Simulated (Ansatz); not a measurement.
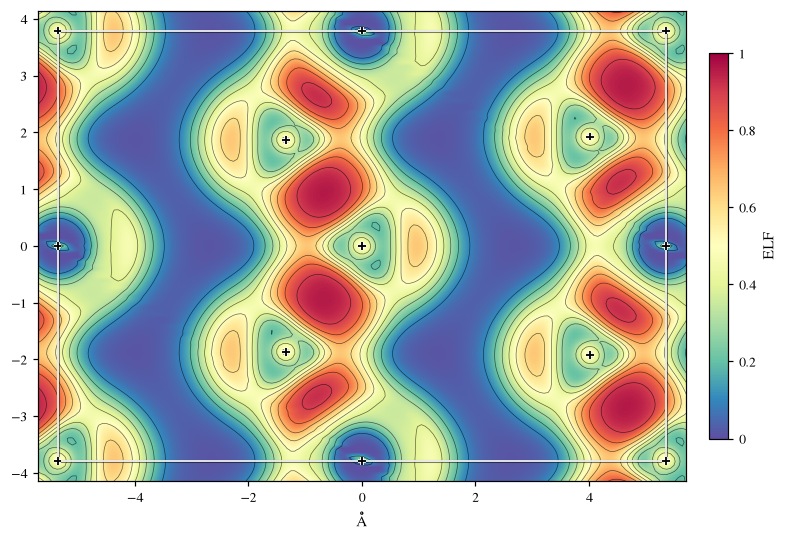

The ELF on a plane through atoms (crosses mark nuclei in the plane).

Computed with DFT PBE, scalar-relativistic, plane waves, PAW (Ansatz 0.2.0).

Candidates:
A. Hf₅H₂, a = 3.21 Å, b = 3.21 Å, c = 26.61 Å, α = 90.00°, β = 90.00°, γ = 120.00°. Space group P6₃/mmc; a generated structure, not necessarily the stable one.
B. Sb₂Se₃, a = 4.07 Å, b = 4.07 Å, c = 31.01 Å, α = 90.00°, β = 90.00°, γ = 120.00°. Space group R-3m; a generated structure, not necessarily the stable one.
C. Si₃Ge, a = 5.36 Å, b = 5.36 Å, c = 10.72 Å, α = 90.00°, β = 90.00°, γ = 90.00°. Space group I-42d; a generated structure, not necessarily the stable one; changed on purpose from its base cell (volume × 0.91, shape and atoms relaxed); computed pressure about 9 GPa in this cell.

**Which system is this?**

Candidate C: Si₃Ge on the (11̄0) plane of the conventional cell, which holds Si and Ge. Si–Si (2.30 Å): the ELF peaks at about 0.95 between the atoms (localised, covalent bonding). Si–Ge (2.35 Å): the ELF peaks at about 0.95 between the atoms (localised, covalent bonding).
